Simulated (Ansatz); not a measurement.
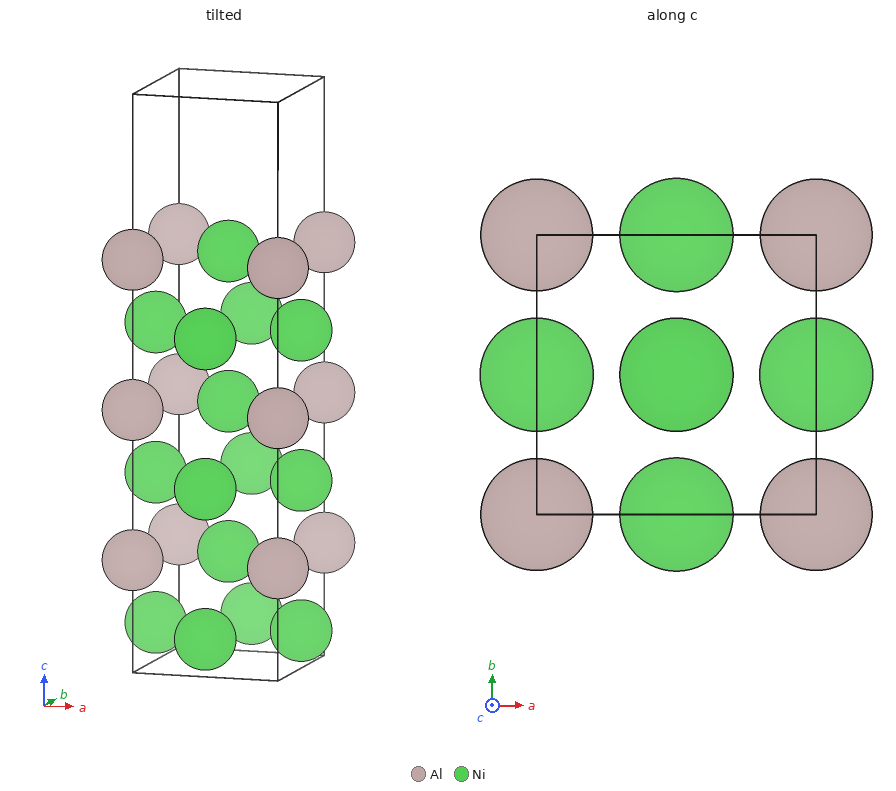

Structure drawing (spheres-only), viewed slightly off an axis and along the c axis. Atoms at the boundary of the conventional unit cell (the box) are drawn once for each face, edge or corner they touch. Cell: a = 3.52 Å, b = 3.52 Å, c = 13.56 Å, α = 90.00°, β = 90.00°, γ = 90.00°.

Origin of the cell: a structure listed in the Materials Project. The cell was then strained or its atoms displaced on purpose. It went into a calculation with Ansatz.

Q: What structure is drawn here?

A: Composition: AlNi3. The symmetry is that of P4mm (No. 99), on a primitive tetragonal lattice. Atoms per cell: 12 (3 Al, 9 Ni). Al takes three kinds of site: 1a with twelve Ni in a cuboctahedral arrangement at about 2.5 Å; 1a with twelve Ni in a cuboctahedral arrangement at about 2.5 Å; 1a with eight Ni at about 2.5 Å.

Calculation details: DFT PBEsol, scalar-relativistic, plane waves, PAW (Ansatz 0.2.0); 420 eV cutoff, k-points about 0.14 Å⁻¹ apart, Gaussian smearing of 0.15 eV, collinear spins.

Q: Which atoms carry magnetic moments in this run, and how do they order?

A: The state reached is ferromagnetic. Sizes: Ni 0.3 to 0.4 μB; net moment 1.7 μB in the run's cell of 12 atoms.

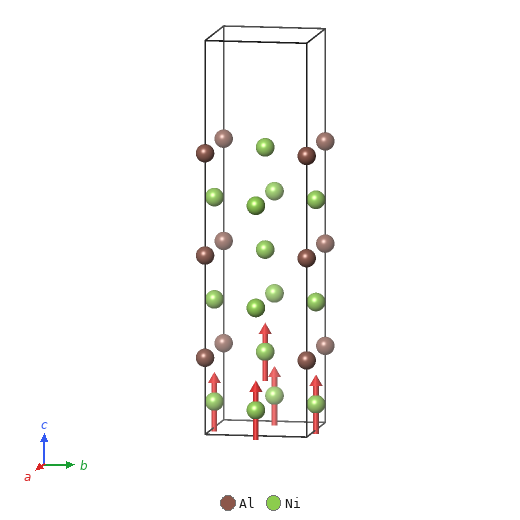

Site moments above 0.25 μB as arrows, small induced ones on non-metal atoms left out (red along the largest or up, blue against, purple across). The run's cell of 12 atoms is drawn, so axes and origin can differ from the first picture.

Q: How large a gap does the method give, if there is one?

A: A metal: bands cross the Fermi level.

Q: Does the calculation find this structure at rest?

A: No. The largest force is 0.45 eV/Å, on Ni. The pressure is -4.0 GPa, so the cell would contract.

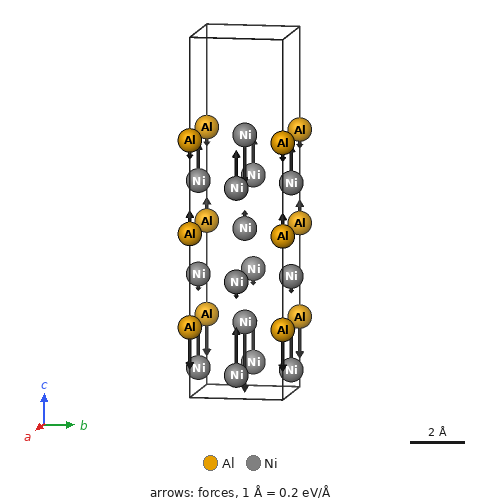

The forces as arrows. The run's cell of 12 atoms is drawn, so axes and origin can differ from the first picture.
